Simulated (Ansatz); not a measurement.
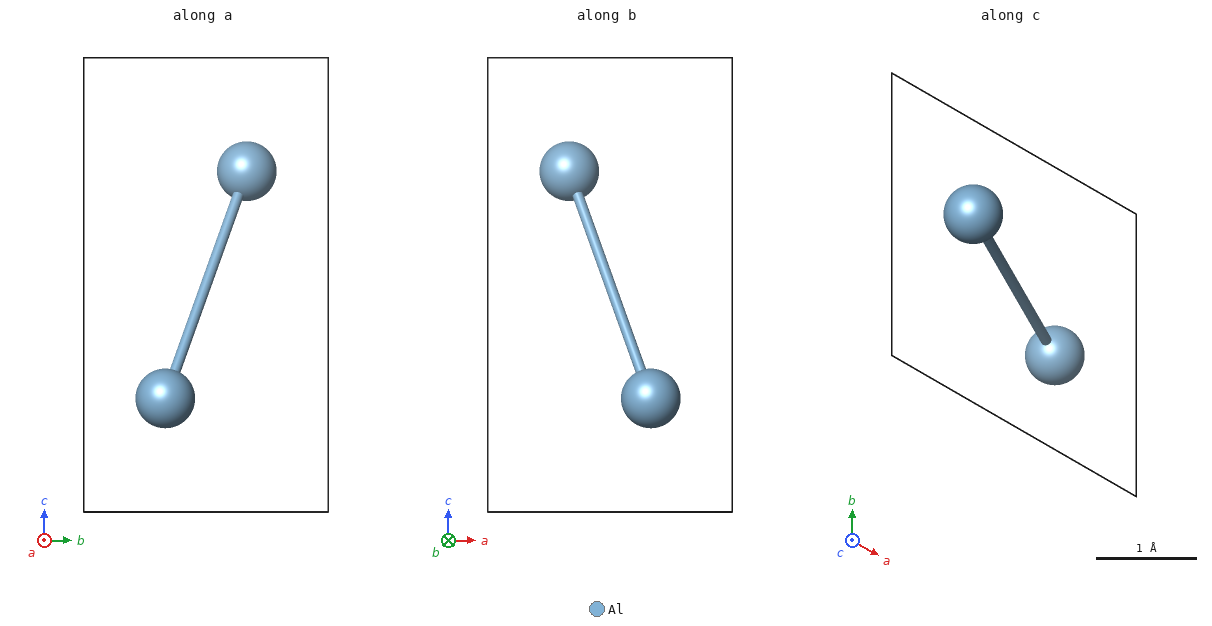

Ball-and-stick model, viewed along the a axis, along the b axis and along the c axis. The wireframe shows the conventional unit cell.

Lattice parameters: a = 2.8439 Å, b = 2.8439 Å, c = 4.5761 Å, α = 90.000°, β = 90.000°, γ = 120.000°.

Question: Write the structure as a CIF in P1 with every atom of the cell.

Answer:
```cif
data_structure
_symmetry_space_group_name_H-M 'P 1'
_symmetry_Int_Tables_number 1
_cell_length_a 2.8439
_cell_length_b 2.8439
_cell_length_c 4.5761
_cell_angle_alpha 90.000
_cell_angle_beta 90.000
_cell_angle_gamma 120.000
_cell_volume 32.05
loop_
_atom_site_label
_atom_site_type_symbol
_atom_site_fract_x
_atom_site_fract_y
_atom_site_fract_z
_atom_site_occupancy
Al1 Al 0.3333 0.6667 0.7500 1
Al2 Al 0.6667 0.3333 0.2500 1
```

Starting structure: a structure type filled with this element by a generator (whether the element takes this form wasn't checked). Earlier steps of the study may have refined or changed the cell and positions. It was the input of a calculation with Ansatz.
